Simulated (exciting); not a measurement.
The K L₂,₃ edge of atom 2 in KBr, space group Fm-3m, with 6 Br at 3.30 Å (octahedral, site symmetry m-3m), was computed at 4 levels: exchange and screened direct term (singlet BSE), exchange term alone (RPA), independent particles and screened direct term alone. Common settings: exciting, all-electron LAPW+lo, LDA, spinor conduction states, 2×2×2 shifted k points, 34 conduction spinor bands, |G+q| up to 4.5 bohr⁻¹ (4.4 in the exchange term), full RPA screening with nempty = 57, Lorentzian half width 0.25 eV.

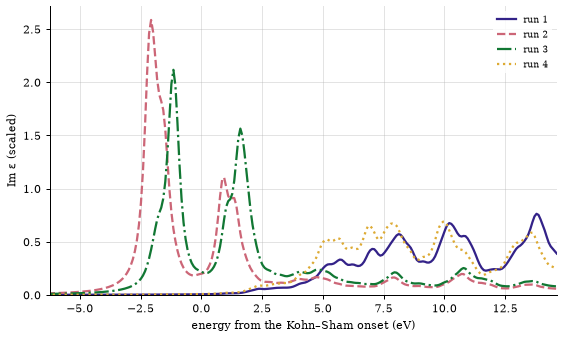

Energy from the Kohn–Sham onset, core level to the lowest empty state found on the meshes used; all runs on one relative scale.

Q: Which run is which, and why?

Run 1: exchange term alone (RPA); highest local maximum in the window at 13.8 eV. Run 2: screened direct term alone; highest local maximum in the window at -2.1 eV. Run 3: exchange and screened direct term (singlet BSE); highest local maximum in the window at -1.1 eV. Run 4: independent particles; highest local maximum in the window at 10.0 eV. The attractive direct term pulls weight down: the curves pass 0.32 at 5.6, -2.8, -2.1 and 4.7 eV in the order of the runs. Exchange is repulsive: the centre of weight of the curve lies at 2.4 eV with it and at 1.1 eV without it. In the runs without the direct term the fine structure is partly noise of the 8-point mesh. Exchange alone moves the bare spectrum by 32 % r.m.s., towards higher energy.

[Hosts, paths, dates, database ids (printed as entryN), source tags and the programs' standing remarks are cut or masked in the printed files.]
